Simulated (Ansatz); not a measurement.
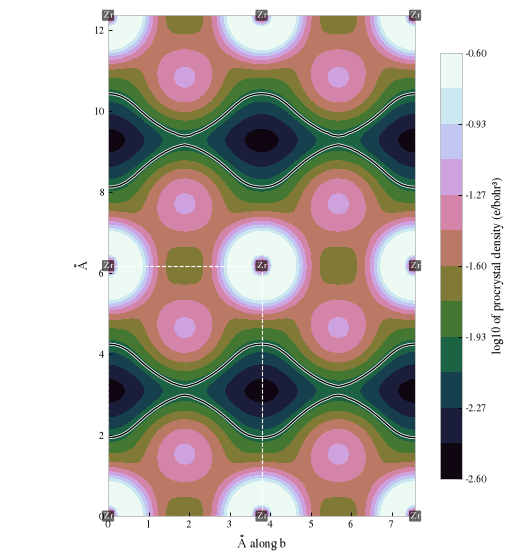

Procrystal electron density of ZrSe₂ in space group P-3m1, computed on the section x = 0.000 (parallel to b and c; the dashed line is one cell). It is the sum of the densities of spherically averaged neutral Hartree-Fock atoms, not a self-consistent density. The black line is the 0.01 e/bohr³ contour that bounds the voids. From Rb on the atoms have core potentials, so only their outer electrons count. The usual level for crystal voids is 0.002 e/bohr³; this crystal has almost no region below it, so a higher level is used, which marks the interstitial space of lowest density.

Source of the atomic positions: a calculation's input that goes back to an entry of the Crystallography Open Database (an earlier step may have relaxed or displaced it).

```
Zr Se
1.0
     3.78939    0.00000    0.00000
    -1.89469    3.28170    0.00000
     0.00000    0.00000    6.18068
Zr Se
1 2
Direct
  0.00000 0.00000 0.00000
  0.33333 0.66667 0.25375
  0.66667 0.33333 0.74625
```

Q: What share of the cell is void by this measure?

A: The voids take about 18 % of the cell (14 Å³ of 76.9 Å³) and are bounded by about 36 Å² of surface per cell.

Q: Are the voids connected in the whole crystal?

A: Where they connect, they form a two-dimensional network in layers parallel to (001).

Q: How low does the density fall, and where?

A: To about 0.0032 e/bohr³ near 0.00, 0.00, 0.50 (fractional), 2.7 Å from the nearest nucleus.

Q: At what density do the voids first join through the crystal?

A: At about 0.0062 e/bohr³, as a two-dimensional network in layers parallel to (001).
